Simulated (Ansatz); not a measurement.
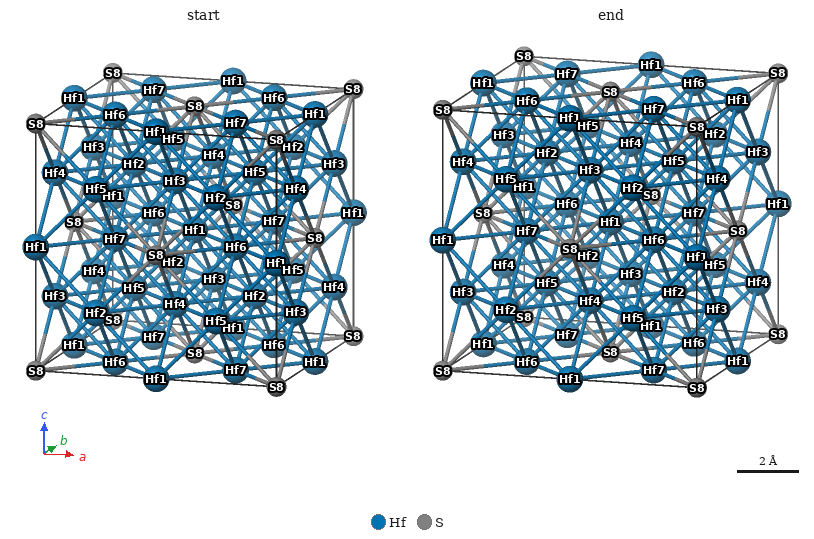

The structure of a crystal of Hf7S (a generated structure, set up in Fm-3m) (coarse preliminary run) before (left) and after (right) a relaxation, at one scale.

Style: ball-and-stick. Shown: the conventional cell (4 times the calculation's cell), slightly off an axis. Lengths and directions refer to the drawn axes.

Method: DFT PBE, scalar-relativistic, plane waves, PAW (Ansatz).

Input
```yaml
crystal:
  lattice:
    - [0.0, 4.15866476, 4.15866476]
    - [4.15866476, 0.0, 4.15866476]
    - [4.15866476, 4.15866476, 0.0]
  atoms:
    - { symbol: Hf, position: [0.5, 0.5, 0.5] }
    - { symbol: Hf, position: [0.0, 0.5, 0.0] }
    - { symbol: Hf, position: [0.5, 0.0, 0.0] }
    - { symbol: Hf, position: [0.0, 0.5, 0.5] }
    - { symbol: Hf, position: [0.5, 0.0, 0.5] }
    - { symbol: Hf, position: [0.0, 0.0, 0.5] }
    - { symbol: Hf, position: [0.5, 0.5, 0.0] }
    - { symbol: S, position: [0.0, 0.0, 0.0] }
basis:
  ecutwfc: 420
kpoints:
  mp_grid: { grid: [4, 4, 4] }
hamiltonian:
  xc: pbe
scf:
  occupations: { method: gaussian, width: 0.1 }
  lower_state_search: "off"
output:
  forces: true
  stress: true
  eigenvalues: true
relax:
  adjacent_minimum: "off"
  f_tol: 0.04
  max_steps: 70
  cell: { stress_tol: 0.4 }
```

Launched with:
```bash
ansatz run input.yaml --threads 1 --pin off --max-ram 2048MiB --backend cpu --events-out ev --progress --plain --runs-dir out
```

> Summarise the run.

No atom moves by more than 0.005 Å relative to the cell. Cell: a = b = c 8.317 → 8.782 Å (+5.6 %). Volume +17.7 %. Among the contacts that change: Hf2–S8 2.941 → 3.105 Å, Hf1–Hf2 2.941 → 3.105 Å. The space group stays Fm-3m (No. 225). Over 3 accepted moves (5 points after the start) the energy falls by 193 meV per atom. All forces vanish by symmetry, so only the cell relaxes. Pressure: 22.11 GPa at the start and 0.01 GPa at the end. The SCF was repeated twice at an unchanged geometry on a basis and grid sized afresh for the cell, which shifted the energy by 0.9 meV per atom at most. Cost: 80 s on 1 thread of Arm Neoverse V1, on a shared host, peak memory 0.51 GiB.
